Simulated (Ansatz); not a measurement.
## Run report: SiC$_{16}$, single-point calculation (part 3 of 4)

SiC$_{16}$ (slab, 17 atoms in the cell); DFT PBE+D3(BJ), scalar-relativistic, plane waves, PAW, PAW set soft_1, spin-polarised (Ansatz 0.2.0); cutoff 420 eV, 6×6×1 k-mesh, Gaussian smearing of 0.05 eV, collinear spins. The structure derives from a Materials Project entry.

Geometry of the input (Å; fractional positions):
```
4.9299  0.0000  0.0000
0.0000  4.4224  0.0000
0.0000  0.0000  22.6937
C  0.2500  0.4155  0.1763
C  0.7500  0.4155  0.1763
C  0.0000  0.5196  0.2002
C  0.5000  0.5196  0.2002
C  0.0000  0.7272  0.2481
C  0.5000  0.7272  0.2481
C  0.2500  0.8313  0.2720
C  0.7500  0.8313  0.2720
C  0.2500  0.0442  0.3199
C  0.7500  0.0442  0.3199
C  0.0000  0.1501  0.3426
C  0.5000  0.1501  0.3426
C  0.0000  0.3780  0.3901
C  0.5000  0.3780  0.3901
C  0.2500  0.4764  0.4095
C  0.7500  0.4764  0.4095
Si 0.3333  0.9764  0.5329
```

**Log, continued**
```
SCF iter  34: F=—  HF=-4637.068538 eV  |F-HF|=—  |Δ(HF+E_count)|=   1.07e-4  Δρ=1.32e-4 (↑7.06e-5 ↓1.32e-4)  dr2=2.61e-4  dr2_m=3.56e-5  M=-0.637 μB ∫|m|=5.362 μB  β_m=0.74  ethr=5.71e-7  p=0.096 e·Å  D=3.50e-2 V/Å  ΔV_dip=-0.80 eV  dr2_dipole=1.17e-4  V_vac-E_F(+/−)=4.41/5.20 eV  ⟨swp⟩=2.5  Hψ=2870  notcnv=0  defer=414
SCF iter  35: F=—  HF=-4637.068695 eV  |F-HF|=—  |Δ(HF+E_count)|=   1.57e-4  Δρ=1.57e-4 (↑9.35e-5 ↓1.57e-4)  dr2=3.72e-4  dr2_m=4.69e-5  M=-0.644 μB ∫|m|=5.367 μB  β_m=0.52  ethr=3.84e-7  p=0.095 e·Å  D=3.49e-2 V/Å  ΔV_dip=-0.79 eV  dr2_dipole=1.48e-4  V_vac-E_F(+/−)=4.41/5.20 eV  ⟨swp⟩=2.1  Hψ=2880  notcnv=0  defer=414
SCF iter  36: F=-4637.068995 eV  HF=-4637.068964 eV  |F-HF|=3.10e-5  |Δ(HF+E_count)|=   2.69e-4  Δρ=1.45e-4 (↑7.33e-5 ↓1.45e-4)  dr2=7.35e-5  dr2_m=4.29e-5  M=-0.646 μB ∫|m|=5.385 μB  β_m=0.43  ethr=3.84e-7  p=0.095 e·Å  D=3.48e-2 V/Å  ΔV_dip=-0.79 eV  dr2_dipole=6.37e-8  V_vac-E_F(+/−)=4.41/5.20 eV  ⟨swp⟩=2.6  Hψ=3014  notcnv=0  defer=414
SCF iter  37: F=-4637.069326 eV  HF=-4637.069365 eV  |F-HF|=3.84e-5  |Δ(HF+E_count)|=   4.00e-4  Δρ=1.92e-4 (↑7.19e-5 ↓1.92e-4)  dr2=1.87e-4  dr2_m=6.31e-5  M=-0.651 μB ∫|m|=5.408 μB  β_m=0.77  ethr=1.08e-7  p=0.093 e·Å  D=3.42e-2 V/Å  ΔV_dip=-0.78 eV  dr2_dipole=2.23e-5  V_vac-E_F(+/−)=4.41/5.18 eV  ⟨swp⟩=3.1  Hψ=3738  notcnv=0  defer=414
SCF iter  38: F=-4637.069722 eV  HF=-4637.070010 eV  |F-HF|=2.88e-4  |Δ(HF+E_count)|=   6.45e-4  Δρ=2.21e-4 (↑6.40e-5 ↓2.21e-4)  dr2=4.07e-4  dr2_m=6.55e-5  M=-0.663 μB ∫|m|=5.458 μB  β_m=0.93  ethr=1.08e-7  p=0.089 e·Å  D=3.26e-2 V/Å  ΔV_dip=-0.74 eV  dr2_dipole=1.02e-4  V_vac-E_F(+/−)=4.41/5.15 eV  ⟨swp⟩=3.7  Hψ=4212  notcnv=0  defer=416
SCF iter  39: F=-4637.069214 eV  HF=-4637.069276 eV  |F-HF|=6.11e-5  |Δ(HF+E_count)|=   7.34e-4  Δρ=1.94e-4 (↑4.31e-5 ↓1.94e-4)  dr2=1.92e-4  dr2_m=5.17e-5  M=-0.655 μB ∫|m|=5.407 μB  β_m=0.93  ethr=1.08e-7  p=0.092 e·Å  D=3.37e-2 V/Å  ΔV_dip=-0.76 eV  dr2_dipole=1.69e-5  V_vac-E_F(+/−)=4.41/5.17 eV  ⟨swp⟩=3.8  Hψ=4300  notcnv=0  defer=416  recentre
SCF iter  40: F=-4637.069930 eV  HF=-4637.070136 eV  |F-HF|=2.06e-4  |Δ(HF+E_count)|=   8.61e-4  Δρ=1.07e-4 (↑3.76e-5 ↓1.07e-4)  dr2=1.80e-4  dr2_m=1.67e-5  M=-0.668 μB ∫|m|=5.483 μB  β_m=0.96  ethr=1.08e-7  p=0.086 e·Å  D=3.15e-2 V/Å  ΔV_dip=-0.71 eV  dr2_dipole=8.30e-5  V_vac-E_F(+/−)=4.41/5.12 eV  ⟨swp⟩=4.3  Hψ=4428  notcnv=0  defer=416
SCF iter  41: F=-4637.070124 eV  HF=-4637.070121 eV  |F-HF|=3.30e-6  |Δ(HF+E_count)|=   1.53e-5  Δρ=6.18e-5 (↑2.02e-5 ↓6.18e-5)  dr2=1.38e-5  dr2_m=6.72e-6  M=-0.672 μB ∫|m|=5.479 μB  β_m=0.98  ethr=1.08e-7  p=0.086 e·Å  D=3.13e-2 V/Å  ΔV_dip=-0.71 eV  dr2_dipole=3.28e-8  V_vac-E_F(+/−)=4.41/5.12 eV  ⟨swp⟩=2.4  Hψ=3237  notcnv=0  defer=416
SCF iter  42: F=-4637.070084 eV  HF=-4637.070150 eV  |F-HF|=6.66e-5  |Δ(HF+E_count)|=   2.94e-5  Δρ=6.13e-5 (↑1.79e-5 ↓6.13e-5)  dr2=5.70e-5  dr2_m=5.72e-6  M=-0.675 μB ∫|m|=5.511 μB  β_m=0.96  ethr=2.04e-8  p=0.082 e·Å  D=3.01e-2 V/Å  ΔV_dip=-0.68 eV  dr2_dipole=2.54e-5  V_vac-E_F(+/−)=4.41/5.09 eV  ⟨swp⟩=3.8  Hψ=4272  notcnv=0  defer=416  recentre
SCF iter  43: F=-4637.070142 eV  HF=-4637.070155 eV  |F-HF|=1.32e-5  |Δ(HF+E_count)|=   5.00e-6  Δρ=4.48e-5 (↑1.23e-5 ↓4.48e-5)  dr2=1.62e-5  dr2_m=3.09e-6  M=-0.674 μB ∫|m|=5.486 μB  β_m=0.98  ethr=2.04e-8  p=0.085 e·Å  D=3.10e-2 V/Å  ΔV_dip=-0.70 eV  dr2_dipole=4.92e-6  V_vac-E_F(+/−)=4.41/5.11 eV  ⟨swp⟩=3.7  Hψ=4181  notcnv=0  defer=416
SCF iter  44: F=-4637.070170 eV  HF=-4637.070175 eV  |F-HF|=4.83e-6  |Δ(HF+E_count)|=   1.95e-5  Δρ=1.48e-5 (↑5.53e-6 ↓1.48e-5)  dr2=3.96e-6  dr2_m=3.60e-7  M=-0.676 μB ∫|m|=5.495 μB  β_m=0.99  ethr=2.04e-8  p=0.084 e·Å  D=3.06e-2 V/Å  ΔV_dip=-0.69 eV  dr2_dipole=1.81e-6  V_vac-E_F(+/−)=4.41/5.10 eV  ⟨swp⟩=3.0  Hψ=3536  notcnv=0  defer=416
SCF iter  45: F=-4637.070172 eV  HF=-4637.070175 eV  |F-HF|=3.62e-6  |Δ(HF+E_count)|=   5.74e-7  Δρ=1.34e-5 (↑3.81e-6 ↓1.34e-5)  dr2=3.04e-6  dr2_m=2.51e-7  M=-0.676 μB ∫|m|=5.496 μB  β_m=0.94  ethr=5.83e-9  p=0.084 e·Å  D=3.06e-2 V/Å  ΔV_dip=-0.69 eV  dr2_dipole=1.26e-6  V_vac-E_F(+/−)=4.41/5.10 eV  ⟨swp⟩=2.2  Hψ=2396  notcnv=0  defer=416
SCF iter  46: F=-4637.070176 eV  HF=-4637.070176 eV  |F-HF|=6.28e-8  |Δ(HF+E_count)|=   1.05e-6  Δρ=5.75e-6 (↑1.20e-6 ↓5.75e-6)  dr2=1.76e-7  dr2_m=4.62e-8  M=-0.675 μB ∫|m|=5.498 μB  β_m=0.95  ethr=4.48e-9  p=0.083 e·Å  D=3.05e-2 V/Å  ΔV_dip=-0.69 eV  dr2_dipole=2.66e-8  V_vac-E_F(+/−)=4.41/5.10 eV  ⟨swp⟩=2.5  Hψ=2904  notcnv=0  defer=416
SCF iter  47: F=-4637.070177 eV  HF=-4637.070177 eV  |F-HF|=2.30e-7  |Δ(HF+E_count)|=   2.85e-7  Δρ=2.07e-6 (↑1.20e-6 ↓2.07e-6)  dr2=1.73e-7  dr2_m=6.98e-9  M=-0.675 μB ∫|m|=5.500 μB  β_m=0.95  ethr=2.59e-10  p=0.083 e·Å  D=3.04e-2 V/Å  ΔV_dip=-0.69 eV  dr2_dipole=8.79e-8  V_vac-E_F(+/−)=4.41/5.10 eV  ⟨swp⟩=3.5  Hψ=3925  notcnv=0  defer=417
SCF iter  48: F=-4637.070177 eV  HF=-4637.070177 eV  |F-HF|=8.48e-9  |Δ(HF+E_count)|=   1.21e-8  Δρ=6.79e-7 (↑6.34e-7 ↓6.79e-7)  dr2=9.75e-9  dr2_m=1.33e-9  M=-0.675 μB ∫|m|=5.500 μB  ethr=1.47e-10  p=0.083 e·Å  D=3.04e-2 V/Å  ΔV_dip=-0.69 eV  dr2_dipole=3.31e-9  V_vac-E_F(+/−)=4.41/5.10 eV  ⟨swp⟩=31.2  Hψ=22243  notcnv=0
SCF 1 converged in 48 iterations: F = -4637.070177 eV  dr2 = 9.75e-9
  greatest PAW one-centre occupation: 0.761 electrons in one spin orbital (limit 2), on the Si atom at site 16 (counted from 0), in its partial waves of l = 0
```

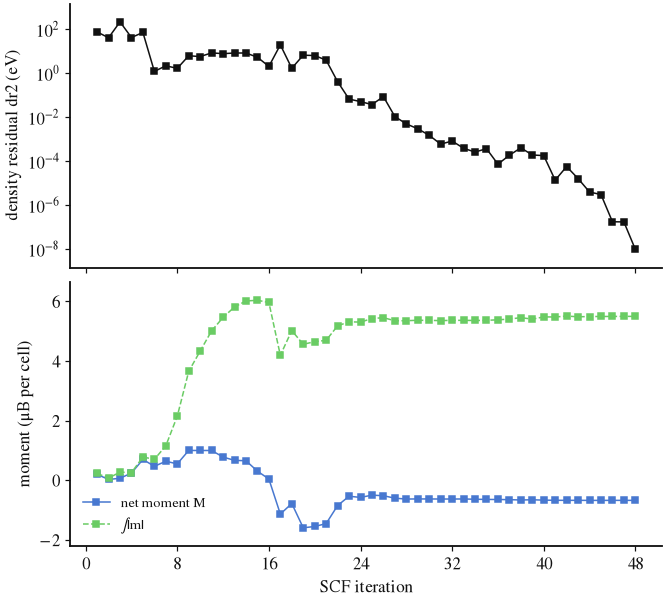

Fig. 1: Convergence of the self-consistent field: density residual dr2 and magnetic moment against the SCF iteration. The residual falls unevenly and jumps up by a factor of two or more 8 times on the way down. The net moment goes from 0.2 to −0.7 μB per cell, with excursions between −1.6 and 1.0 on the way.

```
at 3 of the mixer's solves, the last at iteration 37, it left a direction of its history that read negative out of its fit and stepped the other way along it
WARN: The output density's exchange-correlation potential varies sharply where the density is thin. Do not read a vacuum level from v_tot or v_xc, or from such a field of the output density. On a cell that repeats whose density bears no net charge and no dipole along the vacuum's axis use v_es (v_loc + v_h of the components); under efield.dipole_correction with no amplitude use v_es + v_field, which holds any external_charges[].barrier, or the levels of the report's work_function block, which leave it out; under a non-zero efield.amplitude the vacuum is tilted and has no level; on a cell that repeats and bears such a dipole with no correction it is tilted too, and efield.dipole_correction with no amplitude gives each side of its ramp a level where efield: is served; in a cell that repeats whose density bears a net charge (total_charge, or a fill off its count) it is curved and has none; of a slab under crystal.periodic whose density bears no net charge use v_es, which has a level on each side, short of where the two are joined; of another it falls or rises all the way out and has none; of a slab beside external_charges read slab_vacuum_level instead, which it has where they leave it neutral. The grid or the basis barely resolves most such structure, and the values can differ between equally converged runs; as a rule a tighter scf.convergence.dr2_threshold does not remove it. Where the density itself ripples (under the LDA too) a higher basis.ecutwfc lessens it. The files hold the spikes' plane waves up to the density's cutoff. Files: v_tot_of_output_density and the like, and their columns of v_z.tsv (output.write_potential); v_xc_of_output_density and the like, and their columns of v_comp_z.tsv (output.write_potential_components). Measured: with its Gaussian average of σ = 0.25 Å subtracted twice, the exchange-correlation potential is over 0.1 eV at 478 of the grid points where the equally averaged density (valence and model cores) is under 1e-3 e/Å³, and 0.508 eV at the most among them, at an averaged density of 8.7e-4 e/Å³. The input density's (outcome.potential() and, of a run that writes arrays, v_tot and v_xc) is over 0.1 eV, so measured, at 305 points of its own thin density, 0.508 eV at the most. See output.write_potential in the manual, Limitations
SCF converged after 48 iterations
Magnetization: -0.6754 μB (33.6623 up, 34.3377 down)
Absolute magnetization: 5.5117 μB (∫|ρ↑−ρ↓|, with the PAW one-centre terms)
Spin contamination: 2.2479 ħ² per cell (⟨S²⟩ above its minimum at these occupations)
Per-site moments (μB) at R_I (Å): [(0.20339987173708704, 0.5870439066072267), (-0.36461755141937, 0.5870439066072266), (0.006743308636912074, 0.5870406087763086), (0.006747716192735692, 0.5870406087763086), (-0.008803915546882077, 0.5870406087763086), (-0.008854815642436923, 0.5870406087763086), (-0.015325872453046358, 0.5870439066072267), (0.006414469588018806, 0.5870439066072267), (0.00022884271723197592, 0.5839678742579236), (0.006678487992206904, 0.5839678742579236), (-0.05124923513934468, 0.5839678742579236), (-0.04889943606707422, 0.5839678742579236), (0.010755411659419777, 0.569157405270112), (0.012110554370697251, 0.569157405270112), (-0.2760961141228271, 0.569157405270112), (-0.3617416749184482, 0.569157405270112), (1.1069149385992743, 1.481457462746919)]
Free energy (F): -4637.070177 eV
Harris-Foulkes:  -4637.070177 eV  (|F-HF|=8.48e-9)
Internal energy: -4637.060677 eV  (E = F + TS)
E sigma→0 (E₀):  -4637.065427 eV
Entropy (-TS):   -0.009499 eV (-0.559 meV/atom)
Fermi energy:    -0.943856 eV
Dipole field:    D = 0.030394 V/Å  (p = 0.083104 e·Å, saw-weighted, corrected)
Work function:   Φ+ = 4.4099 eV   Φ− = 5.0997 eV
Levels:          The Fermi level and band energies are counted from a zero that moves with the ramp; work functions are not
--- Per-component energies (eV) ---
  E_band       = -629.717648
  E_kinetic    = 1429.196183
  E_local      = -35428.505266  (includes V_loc(G=0)·N_el)
  E_nonlocal   = 400.997352
  E_hartree    = 17023.551147
  E_xc         = -795.896182
  E_vxc        = -956.512000  (∫ρ·V_xc dr)
  E_paw        = -2110.263916  (= ΣΔE_a)
  E_vpaw       = -124.153241  (= ΣTr[D̂ρ^β])
  E_aug_tail   = 0.000311  (compensation charges beyond the density's cutoff)
  E_efield     = 0.001263  (sawtooth field / dipole correction)
  E_vefield    = 2.148650  (∫n·V_field dr)
  E_ewald      = 14845.959533
  E_disp       = -2.101103  (pairwise vdW)
  E_smearing   = -0.009499  (= −TS)
  E_closure    = 0.000000  (closes the sum)
  Σ components = -4637.070177   (vs F -4637.070177, Δ=0.00e0)
--- Forces (eV/Å), atoms counted from 1 ---
  atom   1  C     -0.00151102     0.92421781     1.52420737
  atom   2  C     -0.00130811     1.72168376     2.02368828
  atom   3  C      0.28397912    -1.85320074    -2.46744034
  atom   4  C     -0.28073903    -1.85274929    -2.46651188
  atom   5  C     -0.15545063     0.67421910     0.95809070
  atom   6  C      0.15297141     0.67390658     0.96037404
  atom   7  C     -0.00193225    -0.12344589    -0.23058577
  atom   8  C      0.00631559    -0.08868722    -0.14507249
  atom   9  C      0.00743899    -0.07182996    -0.13460828
  atom  10  C     -0.00731318    -0.08492613    -0.15908105
  atom  11  C     -0.13085607     0.31856959     0.22737610
  atom  12  C      0.14257809     0.33859645     0.20418924
  atom  13  C      0.06443900    -0.47159079    -0.52395910
  atom  14  C     -0.06771712    -0.59542887    -0.67442030
  atom  15  C      0.13611052     0.84653784     1.56190339
  atom  16  C     -0.06916408    -0.01102628     0.22852214
  atom  17  Si    -0.07784129    -0.34490693    -0.88663377
  max |Σ_I F_I| component: 6.10e-5 eV/Å
--- Band table (eV; the first three rows and the last of 40) ---
  k-point 0 ↑: bands = ["-20.1642", "-19.0622", "-17.4353", "-15.9408", "-15.8716", "-15.6141", "-15.2652", "-14.3342", "-13.3013", "-13.2547", "-12.1823", "-11.9601", "-11.7585", "-9.2182", "-8.8800", "-8.4470", "-8.1259", "-7.6426", "-7.4207", "-7.1456", "-7.0510", "-6.4497", "-6.0310", "-5.9494", "-5.4007", "-4.4032", "-4.3680", "-3.3812", "-3.2427", "-2.8586", "-2.6565", "-1.5827", "-0.8882", "-0.8077", "-0.4941", "-0.4524", "-0.3021", "0.0578", "0.2607", "0.6795", "1.0150", "1.3442", "2.0101", "2.9646", "3.7910", "3.9629", "4.1696", "4.7661", "5.0563", "5.3618", "5.6976", "6.5701"]
  k-point 1 ↑: bands = ["-20.1182", "-19.0608", "-17.4772", "-15.9067", "-15.8416", "-15.6499", "-15.2651", "-14.3318", "-13.3297", "-13.2808", "-12.1797", "-11.9849", "-11.7819", "-9.1990", "-8.8819", "-8.4417", "-8.1053", "-7.9642", "-7.6322", "-7.1355", "-6.8335", "-6.4496", "-6.0146", "-5.6570", "-5.4071", "-4.4089", "-4.1763", "-3.5341", "-3.3823", "-2.9130", "-2.6533", "-1.5168", "-0.8828", "-0.8341", "-0.7649", "-0.5069", "-0.4174", "-0.0032", "0.3231", "0.9011", "1.2323", "1.4702", "2.0905", "3.1486", "3.9570", "4.1902", "4.5931", "4.7884", "5.0303", "5.7511", "6.0690", "6.6092"]
```
